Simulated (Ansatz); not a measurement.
## Energy of Pt along a strain of the cell

System: Pt (I4/mmm, 1 atom in the cell).
Method: DFT PBEsol, scalar-relativistic, plane waves, PAW, no spin polarisation (Ansatz 0.2.0).

The 5 runs differ only in the geometry, by a strain of the cell at fixed fractional positions. Against run 3, the strain is εxx = η and εyy = η. The structure derives from an entry of the Crystallography Open Database.

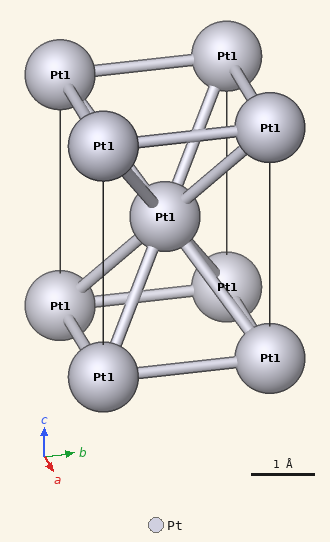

Figure 1. The structure of run 3 (ball-and-stick view of the cell 2 times as large as that of the calculation, set on its symmetry axes, seen at an oblique angle; atoms are numbered from 1 in the order of the input). An atom can appear more than once, as a periodic image.

**Input of run 3**
```yaml
crystal:
  lattice:
    - [0.0, 1.9579, 2.055795]
    - [1.9579, 0.0, 2.055795]
    - [1.9579, 1.9579, 0.0]
  atoms:
    - { symbol: Pt, position: [0.0, 0.0, 0.0] }
basis:
  ecutwfc: 420
kpoints:
  mp_grid: { grid: [20, 20, 20] }
hamiltonian:
  xc: pbesol
scf:
  occupations: { method: gaussian, width: 0.15 }
output:
  forces: true
  stress: true
  eigenvalues: true
```

Command:
```bash
ansatz run input.yaml --threads 1 --pin off --max-ram 2560MiB --backend cpu --events-out ev --progress --plain --runs-dir out
```

Lattice vectors (Å) and fractional positions of run 3:
```
   0.000000    1.957900    2.055795
   1.957900    0.000000    2.055795
   1.957900    1.957900    0.000000
Pt  0.000000  0.000000  0.000000
```

Run 4 differs from it as follows:
```diff
-    - [0.0, 1.9579, 2.055795]
-    - [1.9579, 0.0, 2.055795]
-    - [1.9579, 1.9579, 0.0]
+    - [0.0, 2.0068475, 2.055795]
+    - [2.0068475, 0.0, 2.055795]
+    - [2.0068475, 2.0068475, 0.0]
```

**Results, with one run withheld**

| run | strain parameter η (%) | free energy per atom, from the lowest run given (meV) | pressure (GPa) |
| --- | --- | --- | --- |
| 1 | −5.0000 | 70.40 | 20.25 |
| 2 | −2.5000 | 0.00 | 1.91 |
| 3 | 0.0000 | 13.85 | −11.54 |
| 4 | 2.5000 | ? | ? |
| 5 | 5.0000 | 216.70 | −27.92 |

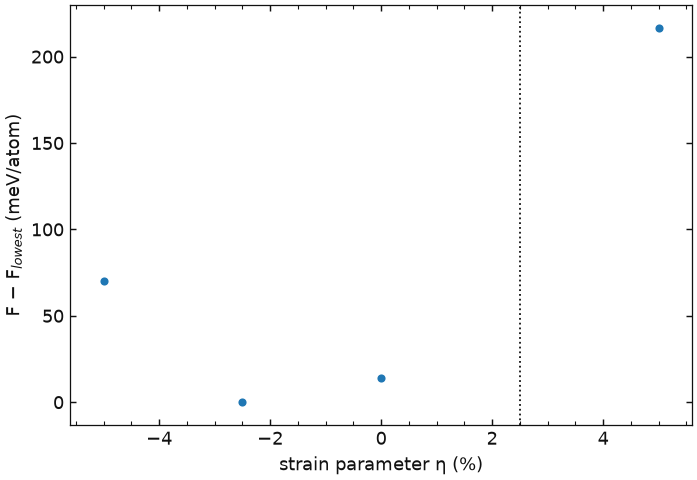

Figure 2. Free energy per atom of the runs given; the dotted line marks run 4.

Estimate the energy of run 4 from the others.

A quadratic polynomial in the coordinate, fitted to the 4 runs given, misses them by at most 5.64 meV per atom. With x = η + 0.6250, it reads F = 2.3788 + 8.2508 x + 5.3291 x² (meV per atom). At run 4 it gives 80.20 meV per atom, and the run itself gives 91.56. The fit has its minimum at η = −1.3991 %. The miss comes from the order of the polynomial or from scatter in that run; these data can't tell which.

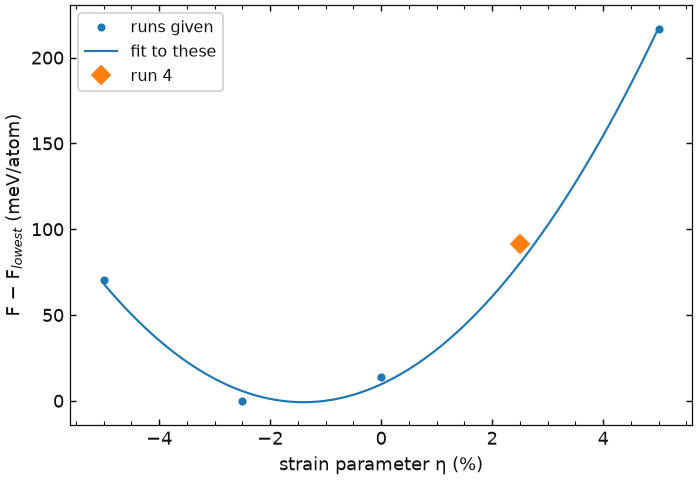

Figure 3. The fit and the withheld run.

**Output, shortened to warnings, some set-up lines, iterations and results (run 4)**
```
Basis set: ecut = 420 eV, 331 PW (Γ), exchange–correlation on 40×40×40 points (8 copies of the dense FFT grid, shifted against one another)
Symmetry: 16 space group operations
k-points: 641 of 8000
Initial density: superposition of atomic densities (neutral atoms: chi_scale 0, normalization atom), corrected by the library's trained network
[...]
SCF iter   1: F=—  HF=-12383.719478 eV  |F-HF|=—  |Δ(HF+E_count)|=         —  Δρ=7.25e-3  dr2=6.93e-3  ethr=1.77e-3  ⟨swp⟩=4.9  Hψ=43665  notcnv=0
SCF iter   2: F=—  HF=-12383.717689 eV  |F-HF|=—  |Δ(HF+E_count)|=   1.79e-3  Δρ=3.16e-3  dr2=1.15e-3  ethr=3.85e-5  ⟨swp⟩=1.5  Hψ=14596  notcnv=0
SCF iter   3: F=—  HF=-12383.717410 eV  |F-HF|=—  |Δ(HF+E_count)|=   2.79e-4  Δρ=4.25e-4  dr2=9.81e-6  ethr=6.40e-6  ⟨swp⟩=2.0  Hψ=11155  notcnv=0
SCF iter   4: F=—  HF=-12383.717421 eV  |F-HF|=—  |Δ(HF+E_count)|=   1.02e-5  Δρ=5.77e-5  dr2=1.55e-7  ethr=5.45e-8  ⟨swp⟩=2.4  Hψ=12748  notcnv=0
SCF iter   5: F=-12383.717421 eV  HF=-12383.717421 eV  |F-HF|=1.17e-9  |Δ(HF+E_count)|=   1.21e-7  Δρ=5.46e-6  dr2=2.55e-9  ethr=8.60e-10  ⟨swp⟩=2.7  Hψ=14267  notcnv=0
SCF iter   6: F=-12383.717421 eV  HF=-12383.717421 eV  |F-HF|=1.64e-11  |Δ(HF+E_count)|=  9.82e-11  Δρ=7.62e-7  dr2=3.55e-11  ethr=1.42e-11  ⟨swp⟩=1.8  Hψ=25245  notcnv=0
SCF 1 converged in 6 iterations: F = -12383.717421 eV  dr2 = 3.55e-11
SCF converged after 6 iterations
Free energy (F): -12383.717421 eV
Harris-Foulkes:  -12383.717421 eV  (|F-HF|=1.64e-11)
Internal energy: -12383.694417 eV  (E = F + TS)
E sigma→0 (E₀):  -12383.705919 eV
Entropy (-TS):   -0.023004 eV (-23.004 meV/atom)
Fermi energy:    20.460472 eV
--- Per-component energies (eV) ---
  E_band       = -173.950962
  E_kinetic    = 634.688781
  E_local      = -1586.137531  (includes V_loc(G=0)·N_el)
  E_nonlocal   = 203.079275
  E_hartree    = 582.780675
  E_xc         = -258.961741
  E_vxc        = -300.581597  (∫ρ·V_xc dr)
  E_paw        = -9316.074326  (= ΣΔE_a)
  E_vpaw       = -290.561489  (= ΣTr[D̂ρ^β])
  E_aug_tail   = 0.000214  (compensation charges beyond the density's cutoff)
  E_ewald      = -2643.356745
  E_core_change = 0.286981  (= ΣΔE_core)
  E_smearing   = -0.023004  (= −TS)
  E_closure    = 0.000000  (closes the sum)
  Σ components = -12383.717421   (vs F -12383.717421, Δ=0.00e0)
--- Forces (eV/Å), atoms counted from 1 ---
  atom   1  Pt    -0.00000000     0.00000000     0.00000000
  max |Σ_I F_I| component: 9.86e-32 eV/Å
--- Stress (GPa, compression-positive) ---
      -20.601527       0.000000       0.000000
        0.000000     -20.601527       0.000000
        0.000000       0.000000     -22.368961
  P = ⅓ Tr σ = -21.1907 GPa (-211.907 kbar)
```

Notes: Spin–orbit coupling is left out, which matters for Pt.
